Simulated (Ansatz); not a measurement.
## Geometry relaxation of Ag (part 1 of 2)

- system: Ag (slab, 8 atoms in the cell)
- method: DFT PBEsol, scalar-relativistic, plane waves, PAW, no spin polarisation (Ansatz 0.2.0)

The structure derives from an entry of the Crystallography Open Database. It belongs to a series of runs on one base structure; here: (0 0 1) slab, atoms relaxed.

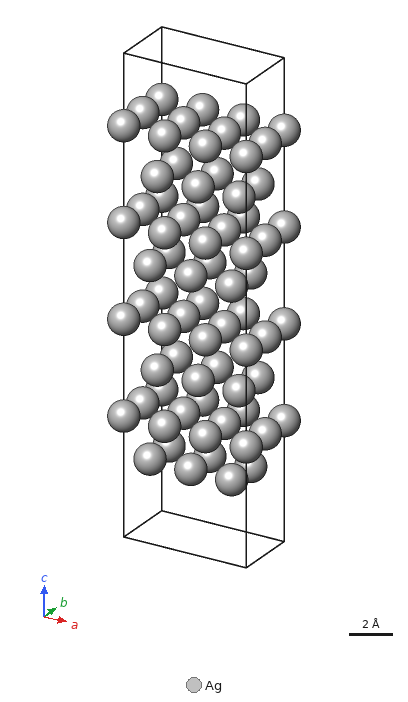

*The structure as given in the input (spheres-only view of the 3 × 2 repeat of the cell, with the vacuum cut short, seen slightly off an axis). An atom can appear more than once, as a periodic image.*

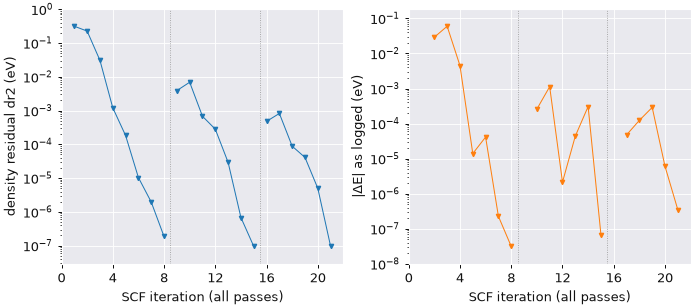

*Convergence of the self-consistent field: density residual dr2 and size of the energy change against the SCF iteration. The dotted lines part the SCF passes of the relaxation: geometry steps, rejected trials and re-solves on a re-selected basis.*

The passes take 8, 7 and 6 iterations.

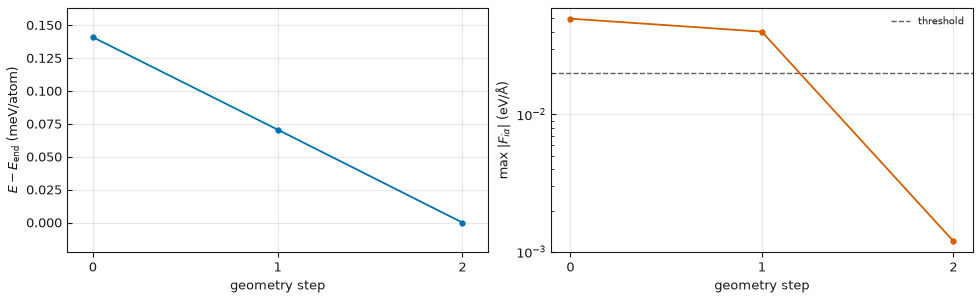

*Progress of the relaxation, step by step (the first geometry is step 0 here and step 1 in the log).*

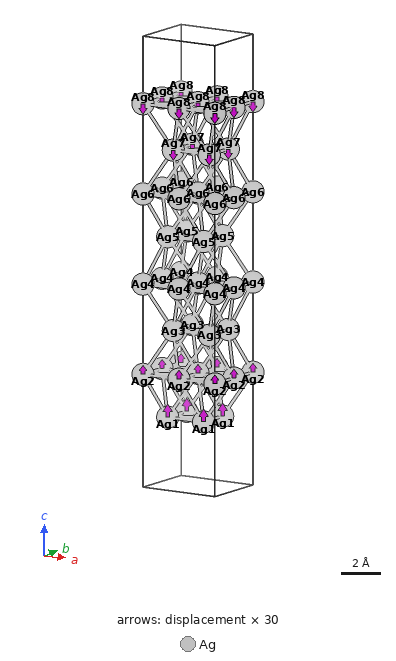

*The starting structure with the displacements as pink arrows, magnified 30 times (ball-and-stick view of the 2 × 2 repeat of the cell, with the vacuum cut short, seen slightly off an axis).*

The energy falls by 0.1 meV per atom in 2 geometry steps. The largest force component goes from 0.05 to 0.0012 eV/Å. Ag1 moves most: 0.024 Å. The lattice vectors keep their values. Among the contacts that change: Ag2–Ag3 2.863 → 2.851 Å, Ag4–Ag5 2.863 → 2.869 Å, Ag1–Ag2 2.863 → 2.857 Å. (Atoms are counted from 1 in the order of the input.)

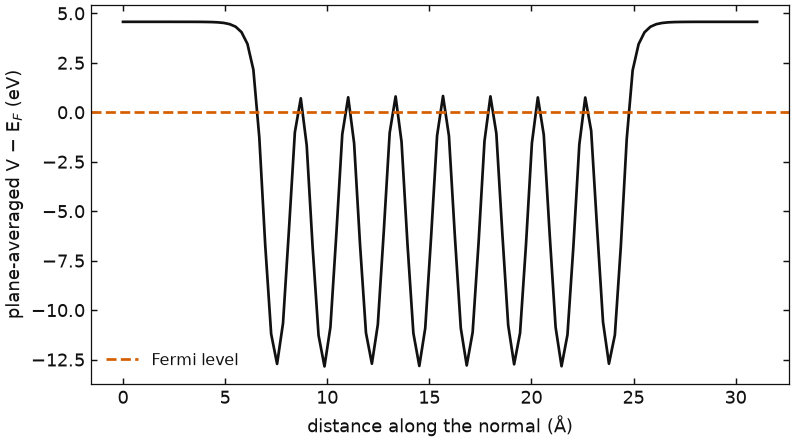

*Plane average of the electrostatic potential energy of an electron across the cell, from the Fermi level.*

The vacuum level lies 4.57 eV above the Fermi level.

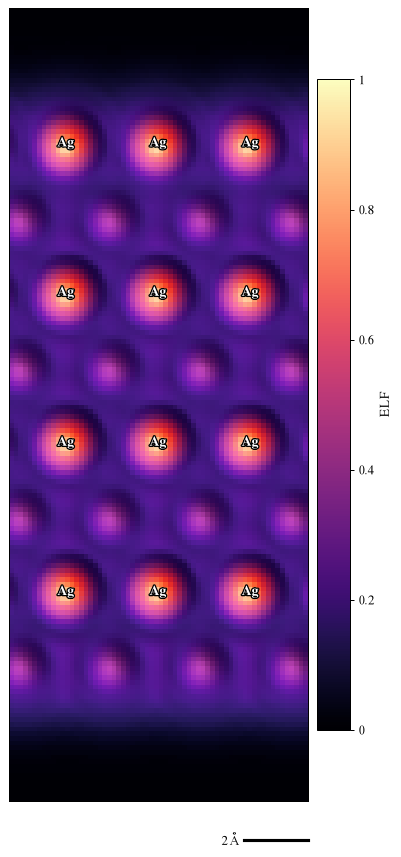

*Electron localisation function on the (11̄0) plane of the calculation cell, a cut from vacuum to vacuum.*

Atoms in the plane: Ag. Ag–Ag (2.87 Å): the ELF is about 0.15 at the midpoint; no shared electron pair. The strong features right at Ag lie inside the PAW spheres (semicore, d or f shells) and say nothing about bonding. The fields are those of the smooth PAW valence density.

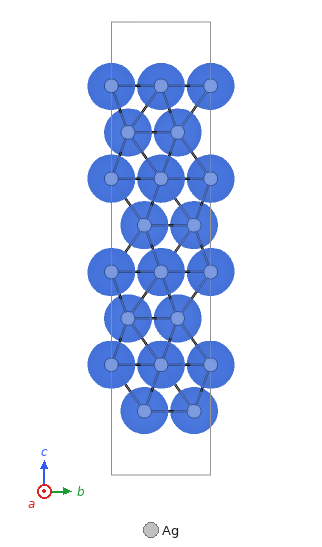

*Isosurface of the valence charge density (pseudo) at 0.3 e/Å³ (blue), seen along the a axis. Sticks mark near contacts.*

At this value the density breaks into separate islands; it holds about 90 % of the electrons treated as valence (semicore included). It is pinched off along the Ag–Ag (2.85 Å) contacts. On the grid the lowest density along these lines, outside the cores, is 0.23 e/Å³ (Ag–Ag, 2.85 Å).

The input and output of the run follow.

Input:
```yaml
crystal:
  lattice:
    - [2.8709531701, 0.0, 0.0]
    - [-1.435476585, 2.4863183784, 0.0]
    - [0.0, 0.0, 31.3416030314]
  atoms:
    - { symbol: Ag, position: [0.3333333333, 0.6666666667, 0.2392985449] }
    - { symbol: Ag, position: [0.0, 0.0, 0.3137846749] }
    - { symbol: Ag, position: [0.6666666667, 0.3333333333, 0.388270805] }
    - { symbol: Ag, position: [0.0, 0.0, 0.462756935] }
    - { symbol: Ag, position: [0.3333333333, 0.6666666667, 0.537243065] }
    - { symbol: Ag, position: [0.0, 0.0, 0.611729195] }
    - { symbol: Ag, position: [0.6666666667, 0.3333333333, 0.6862153251] }
    - { symbol: Ag, position: [0.0, 0.0, 0.7607014551] }
basis:
  ecutwfc: 420
kpoints:
  mp_grid: { grid: [12, 12, 1] }
hamiltonian:
  xc: pbesol
scf:
  occupations: { method: gaussian, width: 0.1 }
output:
  forces: true
  eigenvalues: true
  write_density: true
  write_potential: true
  elf: true
  volumetric_format: npy
relax:
  adjacent_minimum: "off"
  f_tol: 0.02
  max_steps: 60
efield:
  axis: 3
  dipole_correction: true
  ramp_width: 0.04
```

Launched with:
```bash
ansatz run input.yaml --threads 2 --pin off --max-ram 5120MiB --backend cpu --events-out ev --progress --plain --runs-dir out
```

Log:
```
Engine: ansatz 0.2.0, x86_64-unknown-linux-gnu
Pseudopotentials: kind: paw
Pseudopotential: Ag, paw, valence charge 19, recommended cutoff 420 eV (normal), Ag.paw.azcp
Functional definition: PBEsol
  exchange = pbesol_x
  correlation = pbesol_c
Crystal: 8 atoms, lattice volume = 223.720 Å³
Basis set: ecut = 420 eV, 4389 PW (Γ), exchange–correlation on 40×40×432 points (8 copies of the dense FFT grid, shifted against one another)
Bands: 92, of which v1, the nominal top of the filled ones, is band 76 counted from 1 (75 counted from 0)
Symmetry: 6 space group operations
Space group: P3m1 (ITA 156), of the structure as read, at distance tolerance 6.1e-5 Å
k-points: 19 of 144 (time reversal used)
Non-local potential: Ag, projectors of the file, l = 0: 3, l = 1: 2, l = 2: 2, l = 3: 1
PAW form: soft (Blöchl's): semilocal exchange-correlation on the pseudo side does not see the compensation charge
PAW frozen core: Ag, regenerated for the run's functional, and the local potential with it (the file was generated under x = pbe(κ = 0.804, μ = 0.2195149727645171), c = pbe(β = 0.06672455060314922))
PAW one-centre angular grid: Ag, 590 points (default); XC on 64 Gauss nodes
Initial density: superposition of atomic densities (neutral atoms: chi_scale 0, normalization atom), corrected by the library's trained network
Initial wavefunctions: pseudopotential atomic-orbital guess
Functional: x = pbesol(κ = 0.804, μ = 0.12345679012345678), c = pbesol(β = 0.046)
SCF iter   1: F=—  HF=-60177.042437 eV  |F-HF|=—  |Δ(HF+E_count)|=         —  Δρ=7.34e-3  dr2=3.14e-1  ethr=1.77e-3  p=0.001 e·Å  D=6.81e-4 V/Å  ΔV_dip=-0.02 eV  dr2_dipole=1.16e-2  V_vac-E_F(+/−)=4.61/4.63 eV  ⟨swp⟩=6.2  Hψ=6577  notcnv=0  defer=81
efield: sawtooth ramp at fractional position 0.9800 (placed from the atoms, in the widest stretch of the axis that holds none; the zero of the levels goes with the place), width 0.0400; the density the first Hamiltonian is built on has a dipole p = 0.001 e·Å; the dipole correction subtracts the counter field D = 6.81e-4 V/Å, which shifts the + side's vacuum level by -0.02 eV against the − side's; the planar-averaged density in the ramp window peaks in size at 2.1e-5 e/Å³
preconditioner: auto → LDOS  [metal: Δε(μ)=0.035 eV  Ē_g=10.237 eV  σ=0.100 eV  W_gap=0.20  n_scr=42 (ndim 8)  ℏωp=23.3 eV  f_vac=0.383  D(μ)=3.62/eV (n_scr^D=16)  β→1.0]
SCF iter   2: F=—  HF=-60177.071578 eV  |F-HF|=—  |Δ(HF+E_count)|=   2.91e-2  Δρ=1.11e-2  dr2=2.26e-1  ethr=2.07e-4  p=0.000 e·Å  D=3.07e-4 V/Å  ΔV_dip=-0.01 eV  dr2_dipole=2.82e-4  V_vac-E_F(+/−)=4.66/4.67 eV  ⟨swp⟩=2.1  Hψ=3345  notcnv=0  defer=159
SCF iter   3: F=—  HF=-60177.011776 eV  |F-HF|=—  |Δ(HF+E_count)|=   5.98e-2  Δρ=2.77e-3  dr2=3.07e-2  ethr=1.49e-4  p=0.000 e·Å  D=2.66e-4 V/Å  ΔV_dip=-0.01 eV  dr2_dipole=8.82e-4  V_vac-E_F(+/−)=4.63/4.64 eV  ⟨swp⟩=2.0  Hψ=2532  notcnv=0  defer=159
SCF iter   4: F=—  HF=-60177.007260 eV  |F-HF|=—  |Δ(HF+E_count)|=   4.52e-3  Δρ=6.30e-4  dr2=1.21e-3  ethr=2.02e-5  p=-0.000 e·Å  D=-1.71e-5 V/Å  ΔV_dip=0.00 eV  dr2_dipole=5.60e-6  V_vac-E_F(+/−)=4.59/4.59 eV  ⟨swp⟩=2.6  Hψ=2889  notcnv=0  defer=159
SCF iter   5: F=—  HF=-60177.007246 eV  |F-HF|=—  |Δ(HF+E_count)|=   1.40e-5  Δρ=2.77e-4  dr2=1.83e-4  ethr=7.97e-7  p=-0.000 e·Å  D=-2.70e-5 V/Å  ΔV_dip=0.00 eV  dr2_dipole=8.73e-7  V_vac-E_F(+/−)=4.58/4.58 eV  ⟨swp⟩=2.0  Hψ=2742  notcnv=0  defer=151
SCF iter   6: F=—  HF=-60177.007205 eV  |F-HF|=—  |Δ(HF+E_count)|=   4.13e-5  Δρ=7.31e-5  dr2=1.04e-5  ethr=1.20e-7  p=-0.000 e·Å  D=-3.87e-5 V/Å  ΔV_dip=0.00 eV  dr2_dipole=1.27e-7  V_vac-E_F(+/−)=4.58/4.58 eV  ⟨swp⟩=2.3  Hψ=2937  notcnv=0  defer=151
iter 7 did not close the SCF: its close was put off until two iterations running show no level that it waits for move by more than its bar (scf_convergence_deferred on its scf_iter line)
SCF iter   7: F=-60177.007204 eV  HF=-60177.007205 eV  |F-HF|=1.43e-6  |Δ(HF+E_count)|=   2.27e-7  Δρ=2.46e-5  dr2=1.96e-6  ethr=6.58e-9  p=-0.000 e·Å  D=-3.81e-5 V/Å  ΔV_dip=0.00 eV  dr2_dipole=4.49e-10  V_vac-E_F(+/−)=4.58/4.58 eV  ⟨swp⟩=21.1  Hψ=16699  notcnv=0
SCF iter   8: F=-60177.007205 eV  HF=-60177.007205 eV  |F-HF|=1.25e-7  |Δ(HF+E_count)|=   3.15e-8  Δρ=7.69e-6  dr2=1.87e-7  ethr=1.29e-9  p=-0.000 e·Å  D=-3.89e-5 V/Å  ΔV_dip=0.00 eV  dr2_dipole=2.12e-11  V_vac-E_F(+/−)=4.58/4.58 eV  ⟨swp⟩=11.2  Hψ=13339  notcnv=0
SCF 1 converged in 8 iterations: F = -60177.007205 eV  dr2 = 1.87e-7
  greatest PAW one-centre occupation: 1.001 electrons in one spin orbital (limit 2), on the Ag atom at site 4 (counted from 0), in its partial waves of l = 0
relax step   1: F+E_penalty+E_count = -60177.00720506 eV  Δ(F+E_penalty+E_count) = +0.000e0 eV  max|allowed force component| = 4.981e-2 eV/Å  Δτ_max = 0.0000 Å  (8 SCF iters, dr2 threshold 1.00e-5 eV, accepted)
Initial density: handed on by an earlier stage of this run
Initial wavefunctions: those handed on with the density
iter 1 solved again at ethr=2.31e-6 eV; its pass at ethr=3.10e-3 eV (dr2=3.51e-3 eV) is discarded
SCF iter   1: F=—  HF=-60177.008891 eV  |F-HF|=—  |Δ(HF+E_count)|=         —  Δρ=1.34e-3  dr2=3.90e-3  ethr=2.31e-6  p=-0.000 e·Å  D=-3.89e-5 V/Å  ΔV_dip=0.00 eV  dr2_dipole=4.20e-5  V_vac-E_F(+/−)=4.57/4.57 eV  ⟨swp⟩=2.9  Hψ=5336  notcnv=0  defer=159
efield: sawtooth ramp at fractional position 0.9800 (handed on by an earlier solve), width 0.0400; the density the first Hamiltonian is built on has a dipole p = -0.000 e·Å; the dipole correction subtracts the counter field D = -3.89e-5 V/Å, which shifts the + side's vacuum level by +0.00 eV against the − side's; the planar-averaged density in the ramp window peaks in size at 1.0e-6 e/Å³
preconditioner: auto → LDOS  [metal: Δε(μ)=0.013 eV  Ē_g=10.288 eV  σ=0.100 eV  W_gap=0.07  n_scr=42 (ndim 8)  ℏωp=23.3 eV  f_vac=0.386  D(μ)=3.95/eV (n_scr^D=16)  β→1.0]
SCF iter   2: F=—  HF=-60177.008632 eV  |F-HF|=—  |Δ(HF+E_count)|=   2.59e-4  Δρ=1.18e-3  dr2=6.90e-3  ethr=2.31e-6  p=-0.000 e·Å  D=-2.66e-5 V/Å  ΔV_dip=0.00 eV  dr2_dipole=4.44e-6  V_vac-E_F(+/−)=4.58/4.58 eV  ⟨swp⟩=2.0  Hψ=2947  notcnv=0  defer=159
SCF iter   3: F=—  HF=-60177.007506 eV  |F-HF|=—  |Δ(HF+E_count)|=   1.13e-3  Δρ=2.25e-4  dr2=6.78e-4  ethr=2.31e-6  p=-0.000 e·Å  D=-8.70e-5 V/Å  ΔV_dip=0.00 eV  dr2_dipole=1.17e-5  V_vac-E_F(+/−)=4.57/4.57 eV  ⟨swp⟩=2.0  Hψ=2606  notcnv=0  defer=159
SCF iter   4: F=—  HF=-60177.007504 eV  |F-HF|=—  |Δ(HF+E_count)|=   2.14e-6  Δρ=2.27e-4  dr2=2.81e-4  ethr=4.46e-7  p=-0.000 e·Å  D=-1.12e-4 V/Å  ΔV_dip=0.00 eV  dr2_dipole=3.01e-6  V_vac-E_F(+/−)=4.57/4.57 eV  ⟨swp⟩=2.0  Hψ=2438  notcnv=0  defer=159
SCF iter   5: F=—  HF=-60177.007460 eV  |F-HF|=—  |Δ(HF+E_count)|=   4.40e-5  Δρ=5.03e-5  dr2=2.93e-5  ethr=1.85e-7  p=-0.000 e·Å  D=-1.57e-4 V/Å  ΔV_dip=0.00 eV  dr2_dipole=8.68e-7  V_vac-E_F(+/−)=4.57/4.56 eV  ⟨swp⟩=2.0  Hψ=2448  notcnv=0  defer=159
SCF iter   6: F=—  HF=-60177.007767 eV  |F-HF|=—  |Δ(HF+E_count)|=   3.07e-4  Δρ=1.21e-5  dr2=6.80e-7  ethr=1.93e-8  p=-0.000 e·Å  D=-1.80e-4 V/Å  ΔV_dip=0.01 eV  dr2_dipole=1.08e-7  V_vac-E_F(+/−)=4.57/4.56 eV  ⟨swp⟩=2.0  Hψ=2159  notcnv=0  defer=159
SCF iter   7: F=-60177.007767 eV  HF=-60177.007767 eV  |F-HF|=3.32e-8  |Δ(HF+E_count)|=   6.79e-8  Δρ=4.25e-6  dr2=9.54e-8  ethr=6.58e-11  p=-0.000 e·Å  D=-1.84e-4 V/Å  ΔV_dip=0.01 eV  dr2_dipole=2.06e-8  V_vac-E_F(+/−)=4.57/4.56 eV  ⟨swp⟩=16.5  Hψ=14856  notcnv=0
SCF 2 converged in 7 iterations: F = -60177.007767 eV  dr2 = 9.54e-8
relax step   2: F+E_penalty+E_count = -60177.00776659 eV  Δ(F+E_penalty+E_count) = -5.615e-4 eV  max|allowed force component| = 4.002e-2 eV/Å  Δτ_max = 0.0363 Å  (7 SCF iters, accepted)
```
